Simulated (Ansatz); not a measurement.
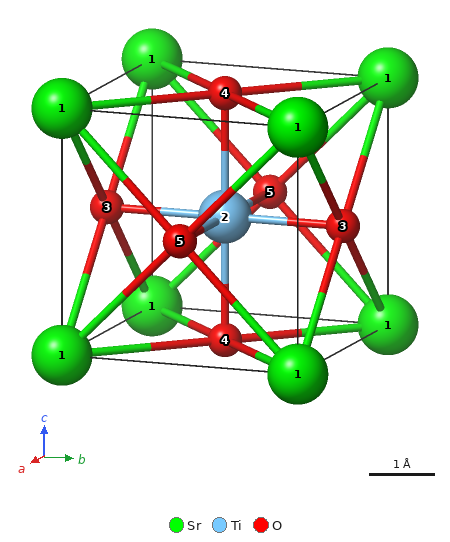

Figure 1. The structure (ball-and-stick view of the cell of the calculation, seen slightly off an axis; atoms are numbered from 1 in the order of the input).

**Single-point calculation of SrTiO3 (charge +4)**

- system: SrTiO3 (Pm-3m, 5 atoms in the cell, total charge +4)
- method: DFT, r2SCAN, plane waves, PAW, no spin polarisation (Ansatz 0.2.0)

The structure derives from a Materials Project entry. Some settings of this run were made unusual or wrong on purpose. Figures and captions count atoms from 1; the log counts them from 0 in places.

### The input
```yaml
crystal:
  lattice:
    - [3.9072701548, 0.0, 0.0]
    - [0.0, 3.9072701548, 0.0]
    - [0.0, 0.0, 3.9072701548]
  atoms:
    - { symbol: Sr, position: [0.0, 0.0, 0.0] }
    - { symbol: Ti, position: [0.5, 0.5, 0.5] }
    - { symbol: O, position: [0.5, 0.0, 0.5] }
    - { symbol: O, position: [0.5, 0.5, 0.0] }
    - { symbol: O, position: [0.0, 0.5, 0.5] }
basis:
  ecutwfc: 500
kpoints:
  mp_grid: { grid: [8, 8, 8] }
hamiltonian:
  xc: r2scan
scf:
  occupations: { method: gaussian, width: 0.02 }
  max_iter: 50
output:
  forces: true
  eigenvalues: true
  stress: true
total_charge: 4
```

Launched with:
```bash
ansatz run input.yaml --threads 8 --pin off --max-ram 20480MiB --backend cpu --events-out ev --progress --plain --runs-dir out
```

### Log
```
Engine: ansatz 0.2.0, x86_64-unknown-linux-gnu
Pseudopotentials: kind: paw
Pseudopotential: Sr, paw, valence charge 10, recommended cutoff 500 eV (meta_gga), Sr.paw.azcp
Pseudopotential: Ti, paw, valence charge 12, recommended cutoff 500 eV (meta_gga), Ti.paw.azcp
Pseudopotential: O, paw, valence charge 6, recommended cutoff 500 eV (meta_gga), O.paw.azcp
Functional definition: r2SCAN
  parameter k0 = 0.174
  parameter k1 = 0.065
  parameter a1 = 4.9479
  exchange = r2scan_x(k0 = k0, k1 = k1, a1 = a1)
  correlation = r2scan_c
Crystal: 5 atoms, lattice volume = 59.651 Å³
Basis set: ecut = 500 eV, 1503 PW (Γ), exchange–correlation on 120×120×120 points (64 copies of the dense FFT grid, shifted against one another)
Bands: 23, of which v1, the nominal top of the filled ones, is band 18 counted from 1 (17 counted from 0)
Symmetry: 48 space group operations
Space group: Pm-3m (ITA 221), of the structure as read, at distance tolerance 3.9e-5 Å
k-points: 35 of 512
Non-local potential: Sr, projectors of the file, l = 0: 3, l = 1: 2, l = 2: 2
Non-local potential: Ti, projectors of the file, l = 0: 3, l = 1: 2, l = 2: 3, l = 3: 1
Non-local potential: O, projectors of the file, l = 0: 2, l = 1: 2, l = 2: 1
PAW form: soft (Blöchl's): semilocal exchange-correlation on the pseudo side does not see the compensation charge
PAW frozen core: Sr, regenerated for the run's functional (the file was generated under x = pbe(κ = 0.804, μ = 0.2195149727645171), c = pbe(β = 0.06672455060314922))
PAW frozen core: Ti, regenerated for the run's functional (the file was generated under x = pbe(κ = 0.804, μ = 0.2195149727645171), c = pbe(β = 0.06672455060314922))
PAW frozen core: O, regenerated for the run's functional (the file was generated under x = pbe(κ = 0.804, μ = 0.2195149727645171), c = pbe(β = 0.06672455060314922))
PAW one-centre angular grid: Sr, 302 points (default); XC on 160 Gauss nodes
PAW one-centre angular grid: Ti, 590 points (default); XC on 160 Gauss nodes
PAW one-centre angular grid: O, 302 points (default); XC on 160 Gauss nodes
Initial density: superposition of atomic densities (neutral atoms scaled as one to the charged cell's electrons: chi_scale 0, normalization atom), corrected by the library's trained network
Initial wavefunctions: pseudopotential atomic-orbital guess
Functional: x = r2scan, c = r2scan; τ floored in thin density (d = 2e-4 eV/Å³)
SCF iter   1: F=—  HF=-7815.482532 eV  |F-HF|=—  |Δ(HF+E_count)|=         —  Δρ=3.97e-1  dr2=1.19e2  dr2_τ=3.63e0  ethr=1.77e-3  ⟨swp⟩=7.5  Hψ=4049  notcnv=0
preconditioner: auto → Resta (q_TF=auto, 2.508 Å⁻¹)  ε∞=9.7  [insulator: Δε(μ)=0.026 eV  Ē_g=8.296 eV  σ=0.020 eV  W_gap=0.55  n_scr=18 (ndim 8)  ℏωp=24.5 eV  f_vac=0.000  D(μ)=6.34/eV (n_scr^D=80)  ε∞_Penn≈9.7]
SCF iter   2: F=—  HF=-7812.714105 eV  |F-HF|=—  |Δ(HF+E_count)|=    2.77e0  Δρ=2.37e-1  dr2=2.62e1  dr2_τ=6.85e0  ethr=1.77e-3  ⟨swp⟩=5.4  Hψ=2588  notcnv=0  defer=19
preconditioner: auto → Kerker (q_TF=auto, 2.508 Å⁻¹)  [metal: Δε(μ)=0.007 eV  Ē_g=17.596 eV  σ=0.020 eV  W_gap=0.19  n_scr=18 (ndim 8)  ℏωp=28.0 eV  f_vac=0.000  D(μ)=26.81/eV (n_scr^D=738)]
SCF iter   3: F=—  HF=-7806.904196 eV  |F-HF|=—  |Δ(HF+E_count)|=    5.81e0  Δρ=1.17e-1  dr2=7.04e0  dr2_τ=4.06e-1  ethr=1.77e-3  ⟨swp⟩=4.0  Hψ=2102  notcnv=0  defer=19
SCF iter   4: F=—  HF=-7805.641628 eV  |F-HF|=—  |Δ(HF+E_count)|=    1.26e0  Δρ=3.08e-2  dr2=6.64e-1  dr2_τ=3.79e-2  ethr=1.77e-3  ⟨swp⟩=4.0  Hψ=2135  notcnv=0  defer=19
SCF iter   5: F=—  HF=-7805.506666 eV  |F-HF|=—  |Δ(HF+E_count)|=   1.35e-1  Δρ=7.75e-3  dr2=4.10e-2  dr2_τ=1.31e-3  ethr=1.77e-3  ⟨swp⟩=2.3  Hψ=1251  notcnv=0  defer=19
SCF iter   6: F=—  HF=-7805.502504 eV  |F-HF|=—  |Δ(HF+E_count)|=   4.16e-3  Δρ=2.80e-3  dr2=5.41e-3  dr2_τ=2.59e-4  ethr=1.14e-4  ⟨swp⟩=2.2  Hψ=1401  notcnv=0  defer=19
SCF iter   7: F=—  HF=-7805.501914 eV  |F-HF|=—  |Δ(HF+E_count)|=   5.90e-4  Δρ=3.99e-4  dr2=1.01e-4  dr2_τ=3.26e-6  ethr=1.50e-5  ⟨swp⟩=2.6  Hψ=1545  notcnv=0  defer=20
SCF iter   8: F=—  HF=-7805.501928 eV  |F-HF|=—  |Δ(HF+E_count)|=   1.42e-5  Δρ=1.15e-4  dr2=9.32e-6  dr2_τ=4.67e-7  ethr=2.81e-7  ⟨swp⟩=2.5  Hψ=1380  notcnv=0  defer=20
SCF iter   9: F=—  HF=-7805.501932 eV  |F-HF|=—  |Δ(HF+E_count)|=   4.02e-6  Δρ=9.56e-6  dr2=5.01e-8  dr2_τ=4.09e-9  ethr=2.78e-10  ⟨swp⟩=7.8  Hψ=4655  notcnv=0
SCF iter  10: F=-7805.501932 eV  HF=-7805.501932 eV  |F-HF|=1.20e-8  |Δ(HF+E_count)|=   1.12e-8  Δρ=4.28e-6  dr2=1.73e-8  dr2_τ=6.99e-10  ethr=1.39e-10  ⟨swp⟩=2.6  Hψ=2922  notcnv=0
SCF 1 converged in 10 iterations: F = -7805.501932 eV  dr2 = 1.73e-8
  greatest PAW one-centre occupation: 1.000 electrons in one spin orbital (limit 2), on the Ti atom at site 1 (counted from 0), in its partial waves of l = 0
```

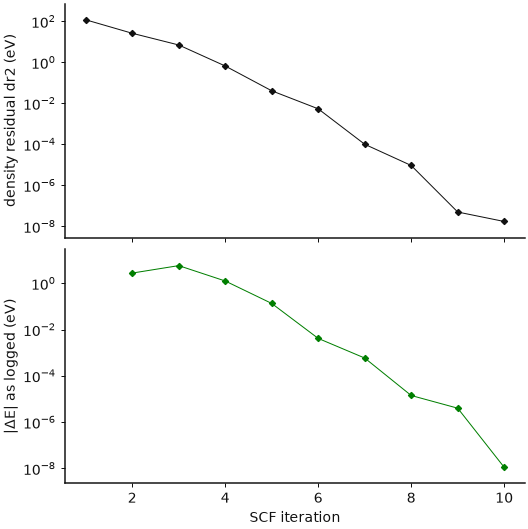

Figure 2. Convergence of the self-consistent field: density residual dr2 and size of the energy change against the SCF iteration. The residual falls at every step.

```
SCF converged after 10 iterations
Free energy (F): -7805.501932 eV
Harris-Foulkes:  -7805.501932 eV  (|F-HF|=1.20e-8)
Internal energy: -7805.497740 eV  (E = F + TS)
E sigma→0 (E₀):  -7805.499836 eV
Entropy (-TS):   -0.004192 eV (-0.838 meV/atom)
Fermi energy:    5.972122 eV
--- Per-component energies (eV) ---
  E_band       = -314.576911
  E_kinetic    = 966.867387
  E_local      = -2314.414075  (includes V_loc(G=0)·N_el)
  E_nonlocal   = 331.209875
  E_hartree    = 772.343929
  E_xc         = -436.004458
  E_vxc        = -570.443494  (∫ρ·V_xc dr)
  E_paw        = -4235.385794  (= ΣΔE_a)
  E_vpaw       = -309.235829  (= ΣTr[D̂ρ^β])
  E_aug_tail   = 0.003085  (compensation charges beyond the density's cutoff)
  E_vtau       = 36.744452  (kinetic-family band-sum trace: ∫τ·v_τ [+ j·A + Jᵃ·Aᵃ] dr)
  E_ewald      = -2889.622371
  E_core_change = -0.495316  (= ΣΔE_core)
  E_smearing   = -0.004192  (= −TS)
  E_closure    = 0.000000  (closes the sum)
  E_deformation_potential = 82.285559  (in the stress; not in F)
  Σ components = -7805.501932   (vs F -7805.501932, Δ=0.00e0)
--- Forces (eV/Å), atoms counted from 1 ---
  atom   1  Sr    -0.00000000     0.00000000    -0.00000000
  atom   2  Ti     0.00000000    -0.00000000     0.00000000
  atom   3  O      0.00000000    -0.00000000     0.00000000
  atom   4  O      0.00000000    -0.00000000    -0.00000000
  atom   5  O      0.00000000    -0.00000000    -0.00000000
  max |Σ_I F_I| component: 1.14e-28 eV/Å
--- Stress (GPa, compression-positive) ---
       76.691992      -0.000000       0.000000
        0.000000      76.691992       0.000000
        0.000000       0.000000      76.691992
  P = ⅓ Tr σ = 76.6920 GPa (766.920 kbar)
--- Band table (eV; the first three rows and the last of 35) ---
  k-point 0: bands = ["-50.8775", "-25.9919", "-25.9919", "-25.9919", "-20.8173", "-11.3750", "-10.7231", "-10.7231", "-2.3825", "-2.3825", "-2.3825", "4.5306", "4.5306", "4.5306", "5.8739", "5.8739", "5.8739", "6.3707", "6.3707", "6.3707", "10.7173", "10.7173", "10.7173"]
  k-point 1: bands = ["-50.8773", "-26.0040", "-25.9915", "-25.9915", "-20.8116", "-11.3463", "-10.7203", "-10.6890", "-2.3693", "-2.3693", "-2.3557", "4.3007", "4.5291", "4.5291", "5.7784", "5.7784", "5.8264", "6.0993", "6.3060", "6.3060", "10.7268", "10.9164", "10.9164"]
  k-point 2: bands = ["-50.8768", "-26.0332", "-25.9906", "-25.9906", "-20.7979", "-11.3072", "-10.7138", "-10.5703", "-2.3370", "-2.3370", "-2.2900", "3.7067", "4.5270", "4.5270", "5.5422", "5.5422", "5.6176", "5.7146", "6.1857", "6.1857", "10.7497", "11.3721", "11.3721"]
  k-point 34: bands = ["-50.8735", "-26.0667", "-26.0667", "-26.0667", "-20.7343", "-10.3308", "-10.3308", "-10.3308", "-2.7407", "-2.7407", "-2.7407", "2.7088", "2.8906", "2.8906", "4.3109", "4.3109", "4.3109", "6.7399", "6.7399", "6.7399", "12.6684", "12.6684", "12.6684"]
```

### What the run reported

- outcome: converged
- space group (tolerance 0.01 Å): Pm-3m (221)
- electrons treated: 36
- free energy: −7805.5019 eV
- Fermi energy: 5.972 eV
- gap on the k-point mesh: none (metallic)
- pressure: 76.69 GPa
- largest force (length of the vector): under 0.001 eV/Å
- hardware: 8 threads of AMD EPYC (Zen 3), 189 GiB of memory available, shared host
- wall time: 8.6 s (CPU time 25 s)
- peak memory: 0.57 GiB

### Diagnosis

The input was spoiled on purpose: a charge that the system can't hold (`total_charge`). The cell cannot bind or give up so many electrons; the background charge dominates. The program still converged, but the numbers can't be taken as results for the intended system.
